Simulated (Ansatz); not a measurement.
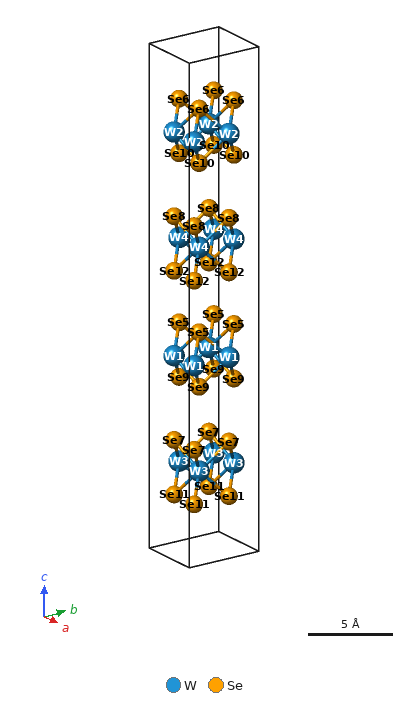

Figure 1. The structure of the first run (ball-and-stick view of the 2 × 2 repeat of the cell, with the vacuum cut short, seen slightly off an axis; atoms are numbered from 1 in the order of the input). Near neighbours in the crystal (not all of them lie inside the picture): W has 6 Se at 2.54 Å; Se has 3 W at 2.54 Å.

**Two runs on WSe$_{2}$**

System: WSe$_{2}$ (P-3m1, 12 atoms in the cell).
Method of the first run: DFT PBE, scalar-relativistic, plane waves, PAW, no spin polarisation (Ansatz 0.2.0).

The structure derives from a Materials Project entry. Text and figures count atoms from 1; the logs count them from 0 in places.

## Input file, the first run
```yaml
crystal:
  lattice:
    - [3.3178488582, 0.0, 0.0]
    - [-1.6589244291, 2.8733413971, 0.0]
    - [0.0, 0.0, 36.41830731]
  atoms:
    - { symbol: W, position: [0.66666667, 0.33333333, 0.90611047] }
    - { symbol: W, position: [0.66666667, 0.33333333, 0.280468] }
    - { symbol: W, position: [0.33333333, 0.66666667, 0.719532] }
    - { symbol: W, position: [0.33333333, 0.66666667, 0.09388953] }
    - { symbol: Se, position: [0.33333333, 0.66666667, 0.95178674] }
    - { symbol: Se, position: [0.33333333, 0.66666667, 0.32610682] }
    - { symbol: Se, position: [0.66666667, 0.33333333, 0.76520455] }
    - { symbol: Se, position: [0.66666667, 0.33333333, 0.1395502] }
    - { symbol: Se, position: [0.33333333, 0.66666667, 0.8604498] }
    - { symbol: Se, position: [0.33333333, 0.66666667, 0.23479545] }
    - { symbol: Se, position: [0.66666667, 0.33333333, 0.67389318] }
    - { symbol: Se, position: [0.66666667, 0.33333333, 0.04821326] }
basis:
  ecutwfc: 420
kpoints:
  mp_grid: { grid: [12, 12, 1] }
hamiltonian:
  xc: pbe
scf:
  occupations: { method: gaussian, width: 0.02 }
output:
  forces: true
  stress: true
  eigenvalues: true
  write_density: true
  write_potential: true
  elf: true
  volumetric_format: npy
relax:
  adjacent_minimum: "off"
  f_tol: 0.005
  max_steps: 80
  cell: { stress_tol: 0.05 }
```

Launched with:
```bash
ansatz run input.yaml --threads 4 --pin off --max-ram 10240MiB --backend cpu --events-out ev --progress --plain --runs-dir out
```

Hardware: 4 threads of Intel Xeon (Granite Rapids), 32 GiB of memory available, shared host.

## Output, shortened to warnings, some set-up lines, iterations and results (the first run)
```
WARN: The output density's exchange-correlation potential varies sharply where the density is thin. Do not read a vacuum level from v_tot or v_xc, or from such a field of the output density. On a cell that repeats whose density bears no net charge and no dipole along the vacuum's axis use v_es (v_loc + v_h of the components); under efield.dipole_correction with no amplitude use v_es + v_field, …
Basis set: ecut = 420 eV, 6901 PW (Γ), exchange–correlation on 48×48×500 points (8 copies of the dense FFT grid, shifted against one another)
Symmetry: 12 space group operations
k-points: 19 of 144
Initial density: superposition of atomic densities (neutral atoms: chi_scale 0, normalization atom), corrected by the library's trained network
[...]
SCF iter   1: F=—  HF=-85298.581860 eV  |F-HF|=—  |Δ(HF+E_count)|=         —  Δρ=3.84e-3  dr2=6.75e-2  ethr=1.77e-3  ⟨swp⟩=7.5  Hψ=7809  notcnv=0  defer=32
SCF iter   2: F=—  HF=-85298.589399 eV  |F-HF|=—  |Δ(HF+E_count)|=   7.54e-3  Δρ=2.19e-3  dr2=1.20e-2  ethr=3.67e-5  ⟨swp⟩=2.8  Hψ=3342  notcnv=0  defer=234
SCF iter   3: F=—  HF=-85298.594320 eV  |F-HF|=—  |Δ(HF+E_count)|=   4.92e-3  Δρ=1.28e-3  dr2=2.76e-3  ethr=6.52e-6  ⟨swp⟩=2.2  Hψ=2485  notcnv=0  defer=234
SCF iter   4: F=—  HF=-85298.596975 eV  |F-HF|=—  |Δ(HF+E_count)|=   2.66e-3  Δρ=5.44e-4  dr2=5.19e-4  ethr=1.50e-6  ⟨swp⟩=2.1  Hψ=2824  notcnv=0  defer=234
SCF iter   5: F=—  HF=-85298.597476 eV  |F-HF|=—  |Δ(HF+E_count)|=   5.01e-4  Δρ=1.29e-4  dr2=4.13e-5  ethr=2.82e-7  ⟨swp⟩=2.0  Hψ=3014  notcnv=0  defer=234
[... 117 lines ...]
SCF iter   8: F=—  HF=-85298.654191 eV  |F-HF|=—  |Δ(HF+E_count)|=   3.28e-8  Δρ=3.66e-7  dr2=2.13e-9  ethr=3.98e-12  ⟨swp⟩=2.0  Hψ=2631  notcnv=0  defer=1
SCF iter   9: F=—  HF=-85298.654191 eV  |F-HF|=—  |Δ(HF+E_count)|=   1.22e-9  Δρ=9.56e-8  dr2=1.58e-10  ethr=1.16e-12  ⟨swp⟩=2.1  Hψ=2766  notcnv=0  defer=1
SCF iter  10: F=-85298.654191 eV  HF=-85298.654191 eV  |F-HF|=1.31e-10  |Δ(HF+E_count)|=  1.46e-10  Δρ=8.29e-8  dr2=9.46e-11  ethr=1.00e-12  ⟨swp⟩=9.6  Hψ=10552  notcnv=0
SCF 10 converged in 10 iterations: F = -85298.654191 eV  dr2 = 9.46e-11
relax step  10: F+E_penalty+E_count = -85298.65419109 eV  Δ(F+E_penalty+E_count) = -2.949e-3 eV  max|allowed force component| = 3.193e-4 eV/Å  Δτ_max = 0.0000 Å  P = -0.002 …
basis re-selected at this cell: Δ(F+E_penalty+E_count) = -2.949e-3 eV, ΔP = -0.001 GPa vs the last step (what re-selecting the basis moved, of the pressure what is left beyond the Pulay correction that the steps carried, after the strain that the cell walked since its last selection, with what the …
[...]
```

For the second run the input was changed thus:
```diff
+  hubbard: { sites: [{ species: W, l: d, u_eff: 5.0 }], double_counting: fll }
-  write_density: true
-  write_potential: true
-  elf: true
-  volumetric_format: npy
+total_charge: -1
```

Predict how the results change.

The total energies belong to different systems, so their difference says nothing on which is more stable or more accurate. The gap of 1.51 eV on the mesh closes. The volume per atom goes from 30.85 to 22.24 Å³. A charged cell is computed with a uniform neutralising background, so its energy and pressure depend on the cell and aren't those of a real crystal. The SCF takes 501 iterations over all geometry steps against 107. On the same kind of shared host the second run took about 3.4 times as long.

## Output, shortened to warnings, some set-up lines, iterations and results (the second run)
```
Basis set: ecut = 420 eV, 6901 PW (Γ), exchange–correlation on 48×48×500 points (8 copies of the dense FFT grid, shifted against one another)
Symmetry: 12 space group operations
k-points: 19 of 144
Initial density: superposition of atomic densities (neutral atoms scaled as one to the charged cell's electrons: chi_scale 0, normalization atom)
[...]
SCF iter   1: F=—  HF=-85381.054689 eV  |F-HF|=—  |Δ(HF+E_count)|=         —  Δρ=1.70e-1  dr2=1.91e4  ethr=3.10e-3  ⟨swp⟩=8.3  Hψ=8803  notcnv=0  defer=25
SCF iter   2: F=—  HF=-85285.203853 eV  |F-HF|=—  |Δ(HF+E_count)|=    9.59e1  Δρ=9.76e-2  dr2=3.66e3  ethr=3.10e-3  ⟨swp⟩=3.9  Hψ=4649  notcnv=0  defer=198
SCF iter   3: F=—  HF=-85277.373557 eV  |F-HF|=—  |Δ(HF+E_count)|=    7.83e0  Δρ=9.64e-2  dr2=9.44e1  ethr=3.10e-3  ⟨swp⟩=6.1  Hψ=7010  notcnv=0  defer=210
SCF iter   4: F=—  HF=-85266.707334 eV  |F-HF|=—  |Δ(HF+E_count)|=    1.07e1  Δρ=4.79e-2  dr2=2.99e1  ethr=3.10e-3  ⟨swp⟩=5.6  Hψ=5929  notcnv=0  defer=213
SCF iter   5: F=—  HF=-85265.603294 eV  |F-HF|=—  |Δ(HF+E_count)|=    1.10e0  Δρ=3.19e-2  dr2=1.96e1  ethr=3.10e-3  ⟨swp⟩=4.6  Hψ=4838  notcnv=0  defer=213
[... 547 lines ...]
SCF iter   6: F=—  HF=-85261.453762 eV  |F-HF|=—  |Δ(HF+E_count)|=   1.24e-8  Δρ=1.40e-6  dr2=3.85e-9  ethr=4.97e-12  ⟨swp⟩=2.0  Hψ=3789  notcnv=0
SCF iter   7: F=—  HF=-85261.453762 eV  |F-HF|=—  |Δ(HF+E_count)|=  8.73e-10  Δρ=6.28e-7  dr2=5.92e-10  ethr=2.08e-12  ⟨swp⟩=2.0  Hψ=2878  notcnv=0
SCF iter   8: F=-85261.453762 eV  HF=-85261.453762 eV  |F-HF|=5.82e-11  |Δ(HF+E_count)|=  1.02e-10  Δρ=1.38e-7  dr2=4.63e-11  ethr=1.00e-12  ⟨swp⟩=4.7  Hψ=7424  notcnv=0
SCF 28 converged in 8 iterations: F = -85261.453762 eV  dr2 = 4.63e-11
relax step  28: F+E_penalty+E_count = -85261.45376210 eV  Δ(F+E_penalty+E_count) = +4.464e-3 eV  max|allowed force component| = 4.998e-4 eV/Å  Δτ_max = 0.0000 Å  P = -0.002 …
basis re-selected at this cell: Δ(F+E_penalty+E_count) = +4.464e-3 eV, ΔP = -0.007 GPa vs the last step (what re-selecting the basis moved, of the pressure what is left beyond the Pulay correction that the steps carried, after the strain that the cell walked since its last selection, with what the …
SCF converged after 8 iterations
Free energy (F): -85261.453762 eV
Harris-Foulkes:  -85261.453762 eV  (|F-HF|=5.82e-11)
Internal energy: -85261.452536 eV  (E = F + TS)
E sigma→0 (E₀):  -85261.453149 eV
Entropy (-TS):   -0.001226 eV (-0.102 meV/atom)
Fermi energy:    12.504980 eV
--- Per-component energies (eV) ---
  E_band       = -3622.353553
  E_kinetic    = 2769.202573
  E_local      = -25210.130094  (includes V_loc(G=0)·N_el)
  E_nonlocal   = -4758.660258
  E_hartree    = 12042.700702
  E_xc         = -1913.146211
  E_vxc        = -1756.047274  (∫ρ·V_xc dr)
  E_hubbard    = 23.817904  (on-site DFT+U / exact-exchange correction)
  E_vhub       = -2.940965  (the Hubbard potential's part of the band-sum identity)
  E_paw        = -49541.395947  (= ΣΔE_a)
  E_vpaw       = 1250.826044  (= ΣTr[D̂ρ^β])
  E_aug_tail   = -0.004885  (compensation charges beyond the density's cutoff)
  E_ewald      = -18673.836319
  E_smearing   = -0.001226  (= −TS)
  E_closure    = -0.000000  (closes the sum)
  E_deformation_potential = -17.242403  (in the stress; not in F)
  Σ components = -85261.453762   (vs F -85261.453762, Δ=0.00e0)
--- Forces (eV/Å), atoms counted from 1 ---
  atom   1  W     -0.00000000     0.00000000    -0.00009443
  atom   2  W     -0.00000000     0.00000000     0.00018380
  atom   3  W      0.00000000    -0.00000000    -0.00018380
  atom   4  W      0.00000000    -0.00000000     0.00009443
  atom   5  Se     0.00000000    -0.00000000     0.00023671
  atom   6  Se     0.00000000    -0.00000000     0.00049975
  atom   7  Se    -0.00000000     0.00000000     0.00020296
  atom   8  Se    -0.00000000     0.00000000     0.00039656
  atom   9  Se     0.00000000    -0.00000000    -0.00039656
  atom  10  Se     0.00000000    -0.00000000    -0.00020296
  atom  11  Se     0.00000000     0.00000000    -0.00049975
[...]
```

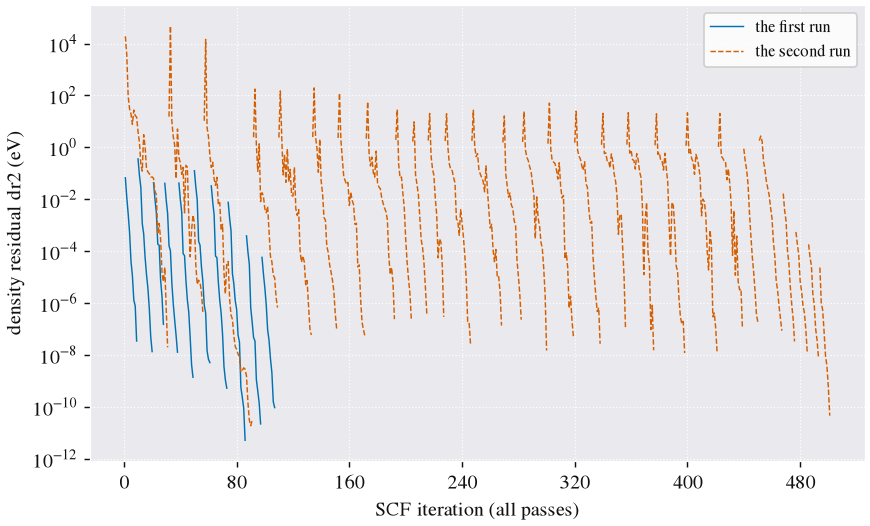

Figure 2. Convergence of the two runs: density residual dr2 against the SCF iteration. A break in a curve parts two SCF passes. The first run takes 107 iterations in all, and the second run takes 501.

## The two runs side by side

```tsv
quantity	the first run	the second run
outcome	converged	converged
free energy per atom (eV)	−7108.2212	−7105.1211
gap on the mesh (eV)	1.51	0.00
pressure (GPa)	0.00	0.00
volume per atom (Å³)	30.85	22.24
largest force (eV/Å)	0.000	0.000
SCF iterations	107	501
irreducible k-points	19	19
wall time (shared host)	1.8 min	5.9 min
```

For both runs: Spin–orbit coupling is left out, which matters for W. For the first run: Warnings: the exchange-correlation potential is rough where the density is thin.
